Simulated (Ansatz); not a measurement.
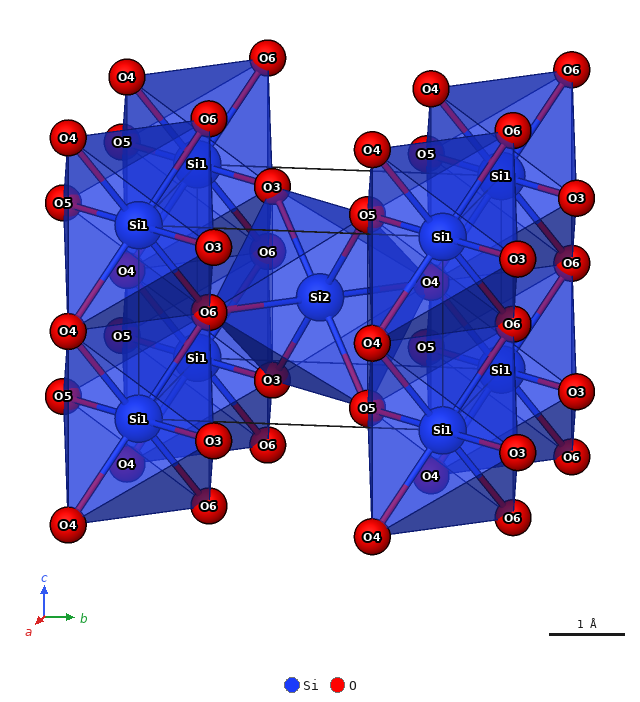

The input geometry of run 1 (polyhedral view of the cell of the calculation, seen slightly off an axis; polyhedra are completed across the faces of the cell; atoms are numbered from 1 in the order of the input).

## SiO₂: one change and its effect

System: SiO₂ (P4₂/mnm, 6 atoms in the cell).
Method of run 1: independent-particle optics of PBE bands, plane waves, PAW, no spin polarisation (Ansatz 0.2.0).

The structure derives from an entry of the Crystallography Open Database. The geometry comes from this level: r2SCAN. Text and figures count atoms from 1; the logs count them from 0 in places.

### The input, run 1
```yaml
crystal:
  lattice:
    - [4.1851894793, 0.0, 0.0]
    - [0.0, 4.1851894793, 0.0]
    - [0.0, 0.0, 2.6688395656]
  atoms:
    - { symbol: Si, position: [0.0, 0.0, 0.0] }
    - { symbol: Si, position: [0.5, 0.5, 0.5] }
    - { symbol: O, position: [0.3061010396, 0.3061010396, 0.0] }
    - { symbol: O, position: [0.1938989604, 0.8061010396, 0.5] }
    - { symbol: O, position: [0.6938989604, 0.6938989604, 0.0] }
    - { symbol: O, position: [0.8061010396, 0.1938989604, 0.5] }
kpoints:
  mp_grid: { grid: [6, 6, 8] }
hamiltonian:
  xc: pbe
scf:
  occupations: { method: fixed }
output:
  optics:
    e_range: [0, 21]
    de: 0.05
    sigma: 0.1
    bands: { spectra_wanted_up_to: 21 }
```

Command:
```bash
ansatz run input.yaml --threads 4 --pin off --max-ram 5529MiB --backend cpu --events-out ev --progress --plain --runs-dir out
```

Hardware: 4 threads of Intel Xeon @ 2.50GHz (Skylake/Cascade Lake), 96 GiB of memory available, shared host.

### Output, shortened to warnings, some set-up lines, iterations and results (run 1)
```
Basis set: ecut = 420 eV, 913 PW (Γ)
Symmetry: 16 space group operations
k-points: 50 of 288
Initial density: superposition of atomic densities (neutral atoms: chi_scale 0, normalization atom), corrected by the library's trained network
[...]
SCF iter   1: F=—  HF=-3546.974967 eV  |F-HF|=—  |Δ(HF+E_count)|=         —  Δρ=3.23e-3  dr2=1.77e-3  ethr=1.77e-3  ⟨swp⟩=4.4  Hψ=4996  notcnv=0  defer=199
SCF iter   2: F=—  HF=-3546.975564 eV  |F-HF|=—  |Δ(HF+E_count)|=   5.96e-4  Δρ=1.54e-3  dr2=3.60e-4  ethr=5.54e-6  ⟨swp⟩=2.0  Hψ=2339  notcnv=0  defer=200
SCF iter   3: F=—  HF=-3546.975649 eV  |F-HF|=—  |Δ(HF+E_count)|=   8.47e-5  Δρ=6.68e-4  dr2=5.73e-5  ethr=1.12e-6  ⟨swp⟩=2.0  Hψ=1714  notcnv=0  defer=200
SCF iter   4: F=—  HF=-3546.975699 eV  |F-HF|=—  |Δ(HF+E_count)|=   5.07e-5  Δρ=9.01e-5  dr2=2.19e-6  ethr=1.79e-7  ⟨swp⟩=2.0  Hψ=1792  notcnv=0  defer=188
SCF iter   5: F=—  HF=-3546.975701 eV  |F-HF|=—  |Δ(HF+E_count)|=   1.27e-6  Δρ=3.12e-5  dr2=3.10e-7  ethr=6.83e-9  ⟨swp⟩=2.0  Hψ=1779  notcnv=0  defer=110
SCF iter   6: F=—  HF=-3546.975700 eV  |F-HF|=—  |Δ(HF+E_count)|=   8.25e-8  Δρ=7.63e-6  dr2=1.66e-8  ethr=9.68e-10  ⟨swp⟩=2.3  Hψ=1674  notcnv=0  defer=110
SCF iter   7: F=—  HF=-3546.975700 eV  |F-HF|=—  |Δ(HF+E_count)|=   3.08e-9  Δρ=1.91e-6  dr2=1.08e-9  ethr=5.18e-11  ⟨swp⟩=2.4  Hψ=1766  notcnv=0  defer=110
SCF iter   8: F=—  HF=-3546.975700 eV  |F-HF|=—  |Δ(HF+E_count)|=  2.96e-10  Δρ=3.98e-7  dr2=4.53e-11  ethr=3.39e-12  ⟨swp⟩=2.3  Hψ=1727  notcnv=0  defer=110
SCF iter   9: F=-3546.975700 eV  HF=-3546.975700 eV  |F-HF|=9.09e-13  |Δ(HF+E_count)|=  1.41e-11  Δρ=2.61e-8  dr2=1.97e-13  ethr=1.00e-12  ⟨swp⟩=9.0  Hψ=4602  notcnv=0
SCF 1 converged in 9 iterations: F = -3546.975700 eV  dr2 = 1.97e-13
NSCF: frozen V_eff on 50 k-points
Optics k sum: 0 of 50 k-points
Optics k sum: 3 of 50 k-points
Optics k sum: 5 of 50 k-points
Optics k sum: 8 of 50 k-points
Optics k sum: 10 of 50 k-points
Optics k sum: 13 of 50 k-points
Optics k sum: 15 of 50 k-points
Optics k sum: 18 of 50 k-points
Optics k sum: 20 of 50 k-points
Optics k sum: 23 of 50 k-points
Optics k sum: 25 of 50 k-points
Optics k sum: 28 of 50 k-points
Optics k sum: 30 of 50 k-points
Optics k sum: 33 of 50 k-points
Optics k sum: 35 of 50 k-points
Optics k sum: 38 of 50 k-points
Optics k sum: 40 of 50 k-points
Optics k sum: 43 of 50 k-points
Optics k sum: 45 of 50 k-points
Optics k sum: 48 of 50 k-points
Optics k sum: 50 of 50 k-points
Optics k sum: 0 of 50 k-points
Optics k sum: 3 of 50 k-points
Optics k sum: 5 of 50 k-points
Optics k sum: 8 of 50 k-points
Optics k sum: 10 of 50 k-points
Optics k sum: 13 of 50 k-points
Optics k sum: 15 of 50 k-points
Optics k sum: 18 of 50 k-points
Optics k sum: 20 of 50 k-points
Optics k sum: 23 of 50 k-points
Optics k sum: 25 of 50 k-points
Optics k sum: 28 of 50 k-points
Optics k sum: 30 of 50 k-points
Optics k sum: 33 of 50 k-points
Optics k sum: 35 of 50 k-points
Optics k sum: 38 of 50 k-points
Optics k sum: 40 of 50 k-points
Optics k sum: 43 of 50 k-points
Optics k sum: 45 of 50 k-points
Optics k sum: 48 of 50 k-points
Optics k sum: 50 of 50 k-points
[...]
```

The input of run 2 differs as follows (lines with − go, lines with + come):
```diff
-  xc: pbe
+  xc: r2scan
```

What does this change do to the results?

The total energies belong to different methods, so their difference says nothing on which is more stable or more accurate. The gap on the mesh goes from 5.56 to 6.51 eV. The functional changes from PBE to r2SCAN. The number of SCF iterations is the same. The default cutoff goes from 420 to 500 eV with the change. The plane waves at Γ go from 913 to 1177. On the same kind of shared host run 2 took about 1.5 times as long.

### Output, shortened to warnings, some set-up lines, iterations and results (run 2)
```
Basis set: ecut = 500 eV, 1177 PW (Γ), exchange–correlation on 128×128×80 points (64 copies of the dense FFT grid, shifted against one another)
Symmetry: 16 space group operations
k-points: 50 of 288
Initial density: superposition of atomic densities (neutral atoms: chi_scale 0, normalization atom), corrected by the library's trained network
[...]
SCF iter   1: F=—  HF=-3559.039832 eV  |F-HF|=—  |Δ(HF+E_count)|=         —  Δρ=1.18e-2  dr2=5.86e-2  dr2_τ=5.22e-1  ethr=1.77e-3  ⟨swp⟩=4.9  Hψ=5061  notcnv=0  defer=197
SCF iter   2: F=—  HF=-3559.336141 eV  |F-HF|=—  |Δ(HF+E_count)|=   2.96e-1  Δρ=6.40e-3  dr2=7.24e-3  dr2_τ=1.53e-3  ethr=1.83e-4  ⟨swp⟩=3.0  Hψ=2503  notcnv=0  defer=199
SCF iter   3: F=—  HF=-3559.336980 eV  |F-HF|=—  |Δ(HF+E_count)|=   8.39e-4  Δρ=1.91e-3  dr2=6.48e-4  dr2_τ=1.10e-4  ethr=2.26e-5  ⟨swp⟩=3.0  Hψ=1784  notcnv=0  defer=200
SCF iter   4: F=—  HF=-3559.337035 eV  |F-HF|=—  |Δ(HF+E_count)|=   5.46e-5  Δρ=2.13e-4  dr2=1.15e-5  dr2_τ=1.41e-6  ethr=2.02e-6  ⟨swp⟩=2.4  Hψ=1788  notcnv=0  defer=200
SCF iter   5: F=—  HF=-3559.337034 eV  |F-HF|=—  |Δ(HF+E_count)|=   6.44e-7  Δρ=7.86e-5  dr2=2.37e-6  dr2_τ=1.27e-7  ethr=3.58e-8  ⟨swp⟩=2.0  Hψ=1706  notcnv=0  defer=121
SCF iter   6: F=—  HF=-3559.337034 eV  |F-HF|=—  |Δ(HF+E_count)|=   7.63e-8  Δρ=1.94e-5  dr2=1.34e-7  dr2_τ=3.88e-9  ethr=7.41e-9  ⟨swp⟩=2.5  Hψ=1813  notcnv=0  defer=95
SCF iter   7: F=—  HF=-3559.337034 eV  |F-HF|=—  |Δ(HF+E_count)|=   1.06e-8  Δρ=1.65e-6  dr2=9.19e-10  dr2_τ=4.34e-11  ethr=4.17e-10  ⟨swp⟩=2.0  Hψ=1672  notcnv=0  defer=95
SCF iter   8: F=—  HF=-3559.337034 eV  |F-HF|=—  |Δ(HF+E_count)|=  2.23e-10  Δρ=3.75e-7  dr2=4.88e-11  dr2_τ=2.21e-12  ethr=2.87e-12  ⟨swp⟩=2.0  Hψ=1755  notcnv=0  defer=95
SCF iter   9: F=-3559.337034 eV  HF=-3559.337034 eV  |F-HF|=3.18e-12  |Δ(HF+E_count)|=  9.55e-12  Δρ=4.08e-8  dr2=5.08e-13  dr2_τ=4.30e-14  ethr=1.00e-12  ⟨swp⟩=9.3  Hψ=4604  …
SCF 1 converged in 9 iterations: F = -3559.337034 eV  dr2 = 5.08e-13
NSCF: frozen V_eff on 50 k-points
Optics k sum: 0 of 50 k-points
Optics k sum: 3 of 50 k-points
Optics k sum: 5 of 50 k-points
Optics k sum: 8 of 50 k-points
Optics k sum: 10 of 50 k-points
Optics k sum: 13 of 50 k-points
Optics k sum: 15 of 50 k-points
Optics k sum: 18 of 50 k-points
Optics k sum: 20 of 50 k-points
Optics k sum: 23 of 50 k-points
Optics k sum: 25 of 50 k-points
Optics k sum: 28 of 50 k-points
Optics k sum: 30 of 50 k-points
Optics k sum: 33 of 50 k-points
Optics k sum: 35 of 50 k-points
Optics k sum: 38 of 50 k-points
Optics k sum: 40 of 50 k-points
Optics k sum: 43 of 50 k-points
Optics k sum: 45 of 50 k-points
Optics k sum: 48 of 50 k-points
Optics k sum: 50 of 50 k-points
Optics k sum: 0 of 50 k-points
Optics k sum: 3 of 50 k-points
Optics k sum: 5 of 50 k-points
Optics k sum: 8 of 50 k-points
Optics k sum: 10 of 50 k-points
Optics k sum: 13 of 50 k-points
Optics k sum: 15 of 50 k-points
Optics k sum: 18 of 50 k-points
Optics k sum: 20 of 50 k-points
Optics k sum: 23 of 50 k-points
Optics k sum: 25 of 50 k-points
Optics k sum: 28 of 50 k-points
Optics k sum: 30 of 50 k-points
Optics k sum: 33 of 50 k-points
Optics k sum: 35 of 50 k-points
Optics k sum: 38 of 50 k-points
Optics k sum: 40 of 50 k-points
Optics k sum: 43 of 50 k-points
Optics k sum: 45 of 50 k-points
Optics k sum: 48 of 50 k-points
Optics k sum: 50 of 50 k-points
[...]
```

### The two runs side by side

| quantity | run 1 | run 2 |
| --- | --- | --- |
| outcome | converged | converged |
| free energy per atom (eV) | −591.1626 | −593.2228 |
| gap on the mesh (eV) | 5.56 | 6.51 |
| SCF iterations | 9 | 9 |
| irreducible k-points | 50 | 50 |
| plane waves at Γ | 913 | 1177 |
| wall time (shared host) | 16 s | 23 s |
